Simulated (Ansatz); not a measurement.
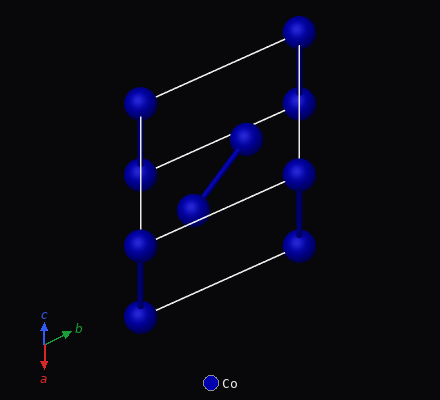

Co (P6/mmm, No. 191): coordinates from a relaxation with Ansatz 0.2.0, DFT, PBE, plane waves (420 eV) with PAW, scalar-relativistic; the starting structure was generated, so it need not be a known form of this composition.

```
Co
1.0
     3.96301    0.00000    0.00000
    -1.98150    3.43206    0.00000
     0.00000    0.00000    2.43916
Co
3
Direct
  0.00000 0.00000 0.00000
  0.33333 0.66667 0.50000
  0.66667 0.33333 0.50000
```

**What will an iDPC-like image along [102] show? Simulated as the projected potential of neutral atoms (B = 0.3 Å²) blurred by a 0.62 Å probe, the thin-sample limit of integrated differential phase contrast. The display is stretched by a gamma of 0.8; percentages refer to the linear signal. Shot noise was added.**

The columns repeat on a rectangular net of 1.54 × 3.43 Å (plane group p2mm). All columns are alike (Co). The shortest distance between visible columns is 1.14 Å in projection. Along the beam the structure repeats every 6.29 Å.

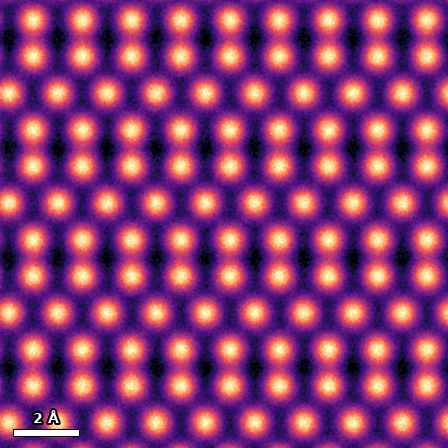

The simulated image.
